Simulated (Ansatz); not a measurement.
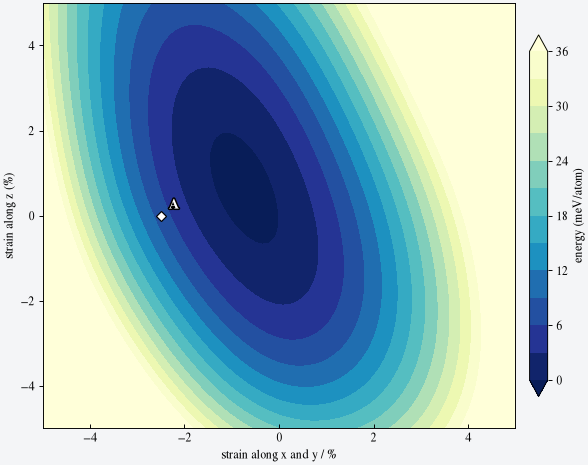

Ge (I4_1/amd, No. 141; 2 atoms in the cell). The cell is strained homogeneously, by one strain along x and y and another along z, with fractional coordinates fixed (x along [1 0 0], z along [0 0 1] of the conventional cell). First axis: strain along x and y. Second axis: strain along z. The scan uses a 5 × 5 grid. Points are written as (first, second). All energies are given in meV/atom relative to the lowest grid point. The reference cell is the one listed in the database, not relaxed at this level. Level of theory: DFT PBEsol, scalar-relativistic, plane waves, PAW (Ansatz 0.2.0). Settings: cutoff 420 eV, k-mesh 20×20×20, gaussian smearing 0.15 eV, no spin polarisation.

In the figure: filled contours, one colour for all values above the top of the scale, the point A. Between grid points the surface is interpolated.

### Is A at rest? If not, where is it pushed?

A, at (−2.5 %, 0.0 %), is not a stationary point. The computed force is 9.1 meV/atom for each 1 % towards larger values of strain along x and y and 3.2 meV/atom for each 1 % towards larger values of strain along z.
